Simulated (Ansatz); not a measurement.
# AlN (P6_3mc): a many-body input that goes wrong, and its mend

What is wrong with this input for AlN (P6_3mc)?

Program: Ansatz 0.2.0. Level of theory: G0W0 on PBE, plane waves, PAW. Results are calculated unless marked as measured.

The database entry behind the starting cell differs from later determinations by our own check (inner coordinate u about 0.002 short), so it need not match the best structure at ambient conditions.

## 1. Set-up

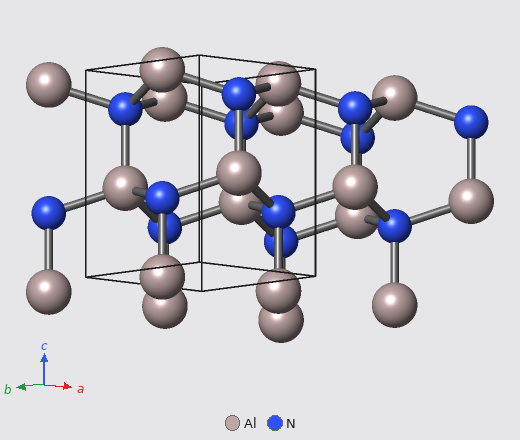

The starting structure, seen from a free direction (aluminium light grey, nitrogen blue). 3×2×1 cells are drawn. Some periodic images of atoms are drawn too.

The cell and positions come from the Crystallography Open Database and are kept as given unless a step says otherwise. The default PAW set here is soft_2. Its files were made with PBE.

## 2. First try

Input file input.yaml:

```yaml
crystal:
  lattice:
    - [3.113, 0.0, 0.0]
    - [-1.5565, 2.695937082, 0.0]
    - [0.0, 0.0, 4.981]
  atoms:
    - { symbol: Al, position: [0.3333333333, 0.6666666667, 0.0] }
    - { symbol: Al, position: [0.6666666667, 0.3333333333, 0.5] }
    - { symbol: "N", position: [0.3333333333, 0.6666666667, 0.38] }
    - { symbol: "N", position: [0.6666666667, 0.3333333333, 0.88] }
kpoints:
  mp_grid: { grid: [6, 6, 2] }
hamiltonian:
  xc: pbe
scf:
  occupations: { method: fixed }
  max_iter: 3
gw:
  n_empty_bands: 44
  ecut_chi: 60
  qp_bands: [v2, c2]
  qp_kpoints: band_edges
  screening: { model: contour_deformation }
```

The run is started by

```console
$ ansatz run input.yaml --threads 3 --pin off --max-ram 92160MiB --backend cuda --events-out ev --progress --plain --runs-dir out --devices 1 --max-vram 13GiB  # rebuilt from the run's record
```

Numbers of over 12 decimals in the logs are rounded to 6 here.

The program printed:

```text
GPUs: using 1 of 1 available (devices: 1).
Engine: ansatz 0.2.0, x86_64-unknown-linux-gnu
Pseudopotentials: kind: paw
Pseudopotential: Al, paw, valence charge 3, recommended cutoff 420 eV (normal), Al.paw.azcp
Pseudopotential: N, paw, valence charge 5, recommended cutoff 420 eV (normal), N.paw.azcp
Functional definition: PBE
  parameter kappa = 0.804
  parameter beta = 0.066725
  exchange = pbe_x(kappa = kappa, mu = beta*pi^2/3)
  correlation = pbe_c(beta = beta)
device memory: the entry about to start is reckoned to put 0.8 GiB on a device that reports 34.9 GiB free (of which the cap on the GPU budget leaves the run 13.0 GiB)
GPU FFT provider: cuFFT
GPU libraries: cuBLAS 13.8.2, cuFFT 12.4.0, cuSOLVER 12.3.4
Crystal: 4 atoms, lattice volume = 41.803 Å³
Basis set: ecut = 420 eV, 809 PW (Γ)
Bands: 12, of which v1, the nominal top of the filled ones, is band 8 counted from 1 (7 counted from 0)
Symmetry: 12 space group operations
Space group: P63mc (ITA 186), of the structure as read, at distance tolerance 3.5e-5 Å
k-points: 14 of 72
Non-local potential: Al, projectors of the file, l = 0: 2, l = 1: 2, l = 2: 1
Non-local potential: N, projectors of the file, l = 0: 2, l = 1: 2, l = 2: 1
PAW form: soft (Blöchl's): semilocal exchange-correlation on the pseudo side does not see the compensation charge
PAW one-centre angular grid: Al, 110 points (default); XC on 64 Gauss nodes
PAW one-centre angular grid: N, 110 points (default); XC on 64 Gauss nodes
Initial density: superposition of atomic densities (neutral atoms: chi_scale 0, normalization atom), corrected by the library's trained network
Initial wavefunctions: pseudopotential atomic-orbital guess
GPU buffer pool allocated for 20736 grid points (all kernels)
GPU transforms: local potential and band sums: pruned to the plane-wave sphere, on 24×24×36
Functional: x = pbe(κ = 0.804, μ = 0.219515), c = pbe(β = 0.066725)
SCF iter   1: F=—  HF=-1848.496196 eV  |F-HF|=—  |Δ(HF+E_count)|=         —  Δρ=8.09e-4  dr2=1.28e-4  ethr=1.77e-3  ⟨swp⟩=5.5  Hψ=2031  notcnv=0
preconditioner: auto → none  [insulator: Δε(μ)=4.209 eV  Ē_g=13.125 eV  n_scr=2 (ndim 8)  ℏωp=23.0 eV  f_vac=0.000  ε∞_Penn≈4.1]
SCF iter   2: F=—  HF=-1848.496409 eV  |F-HF|=—  |Δ(HF+E_count)|=   2.13e-4  Δρ=4.27e-4  dr2=2.30e-5  ethr=7.97e-7  ⟨swp⟩=2.0  Hψ=909  notcnv=0
SCF iter   3: F=—  HF=-1848.496472 eV  |F-HF|=—  |Δ(HF+E_count)|=   6.33e-5  Δρ=1.86e-4  dr2=5.52e-6  ethr=1.44e-7  ⟨swp⟩=3.0  Hψ=735  notcnv=0
Error: did not converge after 3 iterations: dr2 = 5.52e-6 (threshold 1.00e-7), under the density mixer `msr1`, which `scf.mixing.algorithm: auto` chose by the deck's other keys (type `scf.mixing.algorithm: msr1` to keep it); at k-index 0, counted from 0 in this SCF's own list of k-points, the highest band that the last eigensolve's fill by count filled, 7.121436 eV, and the lowest that it left empty, 11.333771 eV, la [...]
```

Run time: 2.5 s. Hardware: 1 × NVIDIA H100 80GB HBM3 (shared by 6 runs) with 3 threads of AMD EPYC 7R13 (Zen 3), shared host; peak memory 0.84 GiB.

**What went wrong?**

The run stopped without converging, so none of its numbers is a property of the system.

The program's message: “Error: did not converge after 3 iterations: dr2 = 5.52e-6 (threshold 1.00e-7), under the density mixer `msr1`, which `scf.mixing.algorithm: auto` chose by the deck's other keys (type `scf.mixing.algor …”

The fault: too few SCF iterations. The ground state must converge before anything is built on it.

## 3. A better input

G0W0 replaces the xc potential by the self-energy, built once from these orbitals. Only a window of levels is corrected, while the sums run over the empty bands that the input names.

Changes to input.yaml since step 2:

```diff
@@ -11,3 +11,3 @@
 kpoints:
-  mp_grid: { grid: [6, 6, 2] }
+  mp_grid: { grid: [6, 6, 4] }
 hamiltonian:
@@ -16,6 +16,5 @@
   occupations: { method: fixed }
-  max_iter: 3
 gw:
-  n_empty_bands: 44
-  ecut_chi: 60
+  n_empty_bands: 174
+  ecut_chi: 150
   qp_bands: [v2, c2]
```

The program printed:

```text
GPUs: using 1 of 1 available (devices: 1).
[...]
GPU FFT provider: cuFFT
GPU libraries: cuBLAS 13.8.2, cuFFT 12.4.0, cuSOLVER 12.3.4
Crystal: 4 atoms, lattice volume = 41.803 Å³
Basis set: ecut = 420 eV, 809 PW (Γ)
Bands: 12, of which v1, the nominal top of the filled ones, is band 8 counted from 1 (7 counted from 0)
[... 1 set-up line as in the run before ...]
[...]
k-points: 21 of 144 (time reversal used)
[...]
GPU buffer pool allocated for 20736 grid points (all kernels)
[...]
SCF iter   1: F=—  HF=-1848.496222 eV  |F-HF|=—  |Δ(HF+E_count)|=         —  Δρ=8.06e-4  dr2=1.23e-4  ethr=1.77e-3  ⟨swp⟩=4.5  Hψ=1407  notcnv=0  defer=34
[...]
SCF iter   6: F=-1848.496645 eV  HF=-1848.496645 eV  |F-HF|=2.09e-11  |Δ(HF+E_count)|=   5.49e-9  Δρ=2.51e-7  dr2=1.37e-11  ethr=2.08e-11  ⟨swp⟩=3.9  Hψ=1354  notcnv=0
SCF 1 converged in 6 iterations: F = -1848.496645 eV  dr2 = 1.37e-11
[...]
0     7      6.9408   -21.7199     3.0870   -17.6741  0.7816     5.9735     5.9820  root
     0     8      7.1203   -21.7804     3.0372   -17.8147  0.7816     6.1839     6.1918  root
     0     9     11.3329    -9.7927    -3.9307   -14.4516  0.8164    12.0644    12.0610  root
     0    10     13.7887    -7.9298    -4.4446   -13.1978  0.8230    14.6174    14.6121  root
     1     7      6.8408   -21.7229     3.1203   -17.6303  0.7811     5.8597     5.8685  root
     1     8      6.8408   -21.7229     3.1203   -17.6303  0.7811     5.8597     5.8685  root
     1     9     12.2882   -10.1336    -4.0169   -14.9349  0.8101    13.0768    13.0725  root
     1    10     13.9058    -8.2242    -4.4771   -13.5428  0.8187    14.7529    14.7472  root
[...]
20     7      6.3424   -21.7357     3.2413   -17.4711  0.7785     5.3085     5.3191  root
    20     8      6.3424   -21.7357     3.2413   -17.4711  0.7785     5.3085     5.3191  root
    20     9     14.5526    -6.8562    -4.6242   -12.2093  0.8050    15.2867    15.2815  root
    20    10     14.5526    -6.8562    -4.6242   -12.2093  0.8050    15.2867    15.2815  root
[key lines of the parts left out:]
SCF converged after 6 iterations
Free energy (F): -1848.496645 eV
Fermi energy:    7.120255 eV
```

The job ended after 17 s (1 × NVIDIA H100 80GB HBM3 (shared by 6 runs) with 3 threads; peak memory 1.2 GiB; 24 s of CPU time).

This step gave:

```
bands summed                                 : 182
RPA ε∞ on this mesh (eigenvalues)            : 4.223, 4.223, 4.372
plane waves in the screening matrix          : 159
q-points in the mesh                         : 144
G0W0 gap on the mesh                         : 5.869 eV
k of the valence top                         : 0, 0, 0
k of the conduction bottom                   : 0, 0, 0
starting gap on the mesh                     : 4.213 eV
Z at the valence top                         : 0.7816
Z at the conduction bottom                   : 0.8164
least direct G0W0 gap on the computed points : 5.869 eV
```

The gap on the mesh goes from 4.21 eV to 5.87 eV, a correction of +1.66 eV. Between the two edge states, bare exchange in place of the xc potential would open the gap by 8.62 eV, and correlation takes back 6.97 eV.

## 4. What came out

| Quantity | Value |
| --- | --- |
| first try | not converged after 2.5 s |
| better run | G0W0 gap on the mesh 5.87 eV (6×6×4 mesh, 174 empty bands, screening to 150 eV) |

**Reading.** The second run differs in: mesh, empty bands, screening cutoff (eV) and iteration cap. Bands and cutoff are finite, so the gap is not at the basis limit. The miss can reach some tenths of an eV and take either sign; the mesh is an error of its own.

[Paths, hosts, dates, memory and timing lines, banners, echoed tables and standing remarks are left out of the program output.]

[Logs are printed without paths, hosts, clocks, repeated set-up lines and the standing remarks that a program may print on its own settings, such as how far it seeks lower states.]

[Runs of the session that timed out or met a known fault of the program may be left out.]

[Cells called generated may have been cut or substituted from an entry of the Crystallography Open Database or the Materials Project.]

[Hosts, paths, dates, database ids (printed as entryN), source tags and the programs' standing remarks are cut or masked in the printed files.]
